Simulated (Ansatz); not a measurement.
System: ZnO₂.

```
Zn O
1.0
     4.86879    0.00000    0.00000
     0.00000    4.86879    0.00000
     0.00000    0.00000    4.86879
Zn O
4 8
Direct
  0.00000 0.50000 0.50000
  0.50000 0.50000 0.00000
  0.50000 0.00000 0.50000
  0.00000 0.00000 0.00000
  0.41248 0.08752 0.91248
  0.08752 0.91248 0.41248
  0.91248 0.41248 0.08752
  0.58752 0.58752 0.58752
  0.41248 0.41248 0.41248
  0.08752 0.58752 0.91248
  0.91248 0.08752 0.58752
  0.58752 0.91248 0.08752
```

Space group Pa-3; a structure from a database of computed crystals, not necessarily the ambient phase.

Theory: DFT PBEsol, scalar-relativistic, plane waves, PAW (Ansatz 0.2.0).

Q: What can the converged valence pseudo-density and electron localisation function tell about the bonding?

A: O–O (1.48 Å): ρ at the midpoint is about 1.8 e/Å³; the ELF peaks at about 0.70 between the atoms.
Zn–O (2.10 Å): ρ at the midpoint is about 0.47 e/Å³; the ELF peaks at about 0.90 in the valence shell of O, 0.6 Å from its nucleus, and is about 0.20 at the midpoint (no shared electron pair shows on this line).

Q: Metal or insulator at this level of theory?

A: It is gapped, with a Kohn–Sham gap of 2.2 eV on the k-point mesh (the band edges may lie off the mesh, which would make the gap smaller).

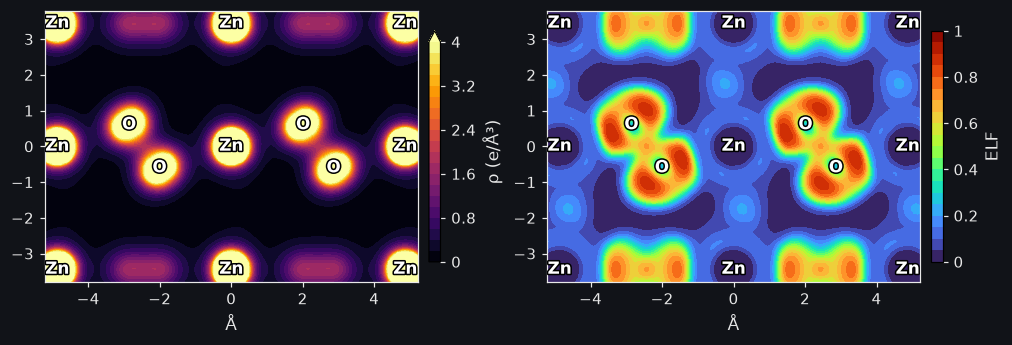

Computed valence pseudo-density and electron localisation function on the (110) plane of the conventional cell, in this order. Atoms just off the plane (O, 0.6 Å away) can leave unmarked features too.

Core electrons are frozen (PAW), and the valence fields are smoothed inside the atomic spheres.
